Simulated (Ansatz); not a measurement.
System: Al$_{2}$Cu.

```
Al Cu
1.0
     0.00000    0.00000    4.78356
    -2.96675    2.96675    2.39178
    -2.96675   -2.96675    2.39178
Al Cu
4 2
Direct
  0.66313 0.50000 0.18089
  0.85474 0.81911 0.50000
  0.33687 0.50000 0.81911
  0.14526 0.18089 0.50000
  0.72876 0.00850 0.03398
  0.27124 0.99150 0.96602
```

Space group P-1; not relaxed (largest force 0.8 eV/Å); computed without spin polarisation; PAW files of the earlier set (soft_1).

These are results of DFT LDA, scalar-relativistic, plane waves, PAW (Ansatz 0.2.0), not measurements.

Predict the valence pseudo-density and electron localisation function between the atoms.

Cu–Cu (2.41 Å): ρ at the midpoint is about 0.37 e/Å³; the ELF is about 0.25 at the midpoint (no shared electron pair shows on this line).
Al–Cu (2.44 Å): the density is about 0.34 e/Å³ at the midpoint; the ELF peaks at about 0.65 between the atoms.
Al–Al (2.68 Å): the density is about 0.26 e/Å³ at the midpoint; the ELF peaks at about 0.85 between the atoms.

Does the calculation give a band gap?

It is metallic or semimetallic at this level of theory: no gap opens.

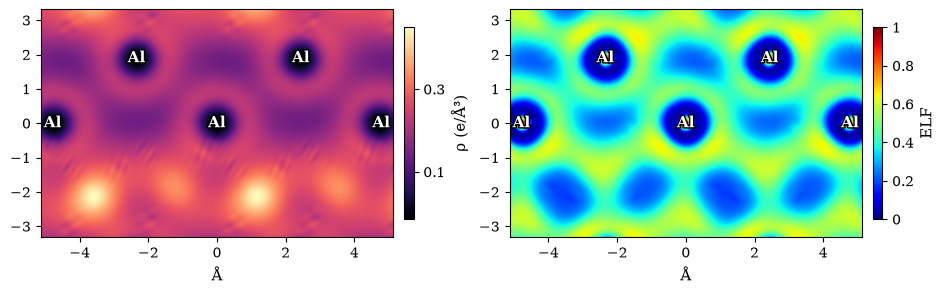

Computed valence pseudo-density and electron localisation function on the (011̄) plane of the conventional cell, in this order. Atoms just off the plane (Cu, 0.9 Å away) can leave unmarked features too.
